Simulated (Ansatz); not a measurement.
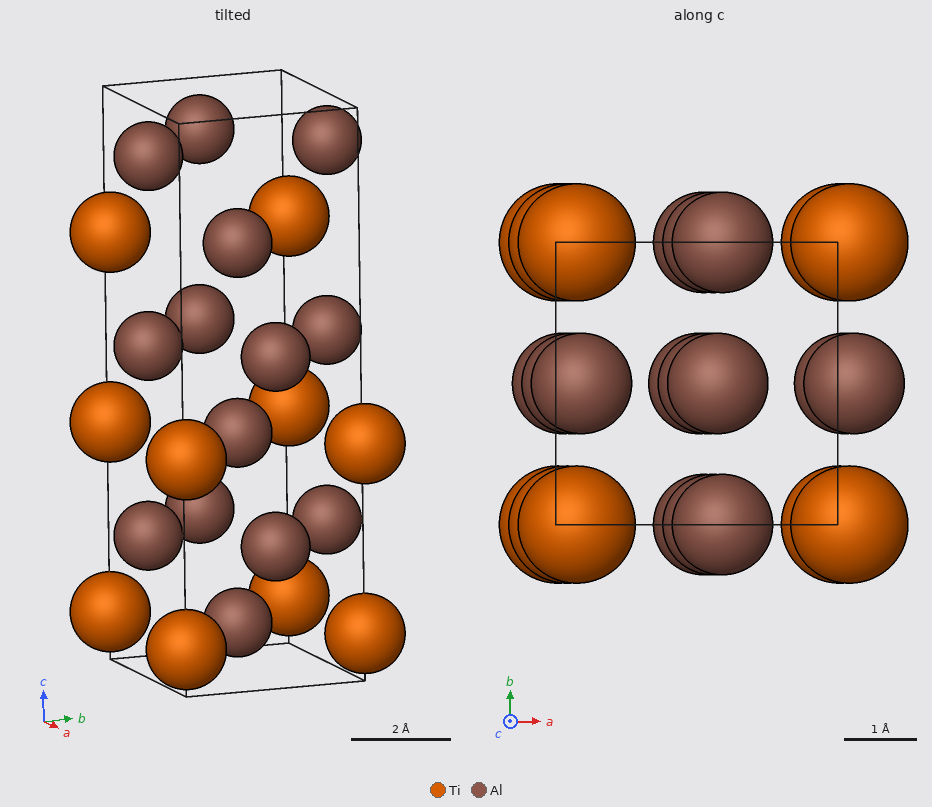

The structure above is drawn in spheres-only style and viewed slightly off an axis and along the c axis. The conventional unit cell is drawn as a box.

TiAl3, space group Pm (No. 6), a = 3.95 Å, b = 3.95 Å, c = 11.85 Å, α = 90.00°, β = 91.91°, γ = 90.00°.

Electronic-structure method: DFT PBEsol, scalar-relativistic, plane waves, PAW (Ansatz 0.2.0). Parameters: plane waves to 420 eV, k-points about 0.13 Å⁻¹ apart, Gaussian smearing of 0.15 eV, no spin polarisation.

Is it conducting or gapped at this level?

Answer. A metal: bands cross the Fermi level.

What is the computed pressure?

Answer. The computed pressure is 0.8 GPa (compressed: it would expand). The stress isn't hydrostatic: its largest component is 2.8 GPa.

The model was built from a structure listed in the Materials Project. The cell was then strained or its atoms displaced on purpose. It went into a calculation with Ansatz.

At this level of theory the run's own cell isn't at rest (forces up to 1.0 eV/Å), so its distances can differ from those at equilibrium, the more so the softer the solid.
